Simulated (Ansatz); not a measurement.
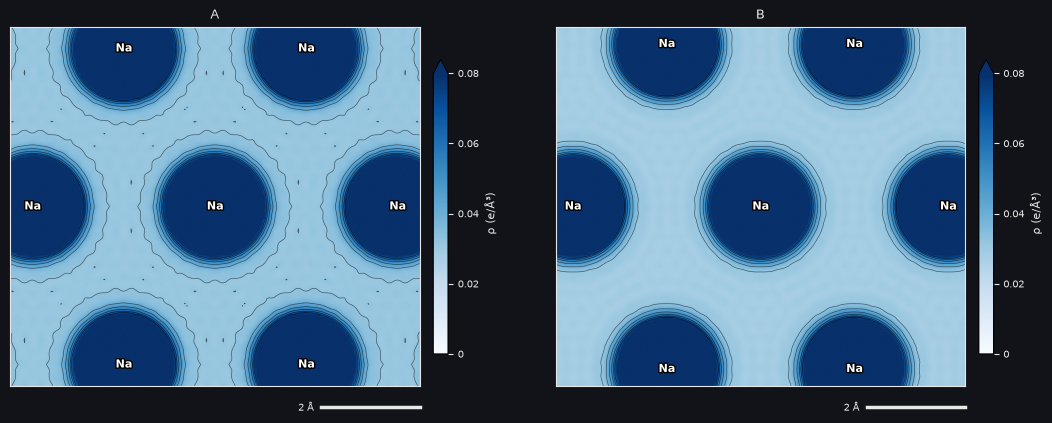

Na. The valence electron density of two cells that differ in size, on the (111) plane of each (indices in the axes of the calculation cell), at one length scale and on one colour scale; one has 36.3 and the other 39.5 Å³ an atom.

All numbers below come from Ansatz, DFT, RPBE, plane waves (420 eV) with PAW, scalar-relativistic.

Which panel shows the smaller cell, and what does the compression change?

Answer. Panel A is the smaller cell, by 8 % in volume. From the larger cell to the smaller, Na–Na goes from 3.82 to 3.72 Å, and the density at its midpoint from 0.03 to 0.03 e/Å³; the pressure goes from 0.0 to 0.7 GPa.
